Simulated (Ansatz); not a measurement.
Pd

The calculation's input:

```
crystal:
  lattice:
    - [0.0, 2.6871228827, 2.6871228827]
    - [2.6871228827, 0.0, 2.6871228827]
    - [2.6871228827, 2.6871228827, 0.0]
  atoms:
    - { symbol: Pd, position: [1.0, 0.0, 0.0], spin: 0.5 }
    - { symbol: Pd, position: [0.5, 0.5, 0.5], spin: -0.5 }
hamiltonian:
  xc: mr2scan
  pseudopotentials:
    kind: paw
    azcp:
      Pd: "pseudopotentials/Pd.paw.azcp"
basis:
  ecutwfc: 500
  fft_grid_basis: typed
kpoints:
  mp_grid: { grid: [12, 12, 12], shift: [0, 0, 0] }
magnetization:
  spin_polarized: true
scf:
  occupations: { method: fermi_dirac, width: 0.05 }
  lower_state_search: "off"
output:
  stress: true
  write_density: true
  write_potential: true
  elf: true
  volumetric_format: npy
```

Space group Pm-3m; set up as Pd, simple cubic; a generated structure, not necessarily the stable one; changed on purpose from its base cell (volume × 1.12); computed pressure about −11 GPa in this cell; the program warned that a starting moment wasn't kept; spin-polarised, but the moments vanished.

Theory: DFT, m-r2SCAN, plane waves (500 eV) with PAW, scalar-relativistic (Ansatz).

What can the converged valence pseudo-density and electron localisation function tell about the bonding?

Pd–Pd (2.69 Å): ρ at the midpoint is about 0.31 e/Å³; the ELF is about 0.20 at the midpoint; no localised pair shows between them.

Does the calculation give a band gap?

It is metallic or semimetallic at this level of theory: no gap opens.

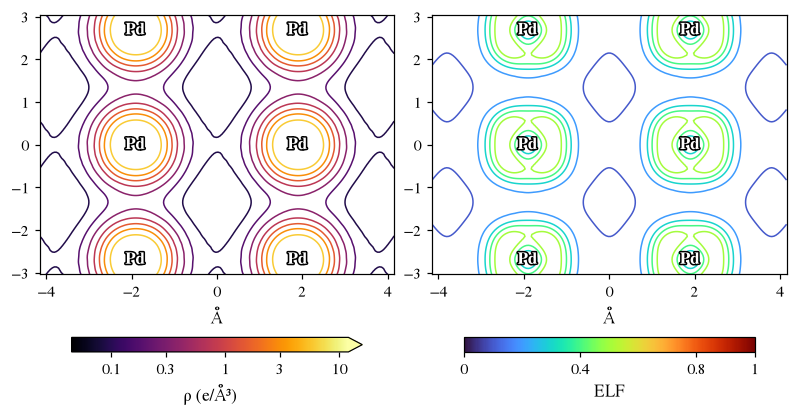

Computed valence pseudo-density and electron localisation function on the (011̄) plane of the calculation cell, in this order. 

Core electrons are frozen (PAW), and the valence fields are smoothed inside the atomic spheres.
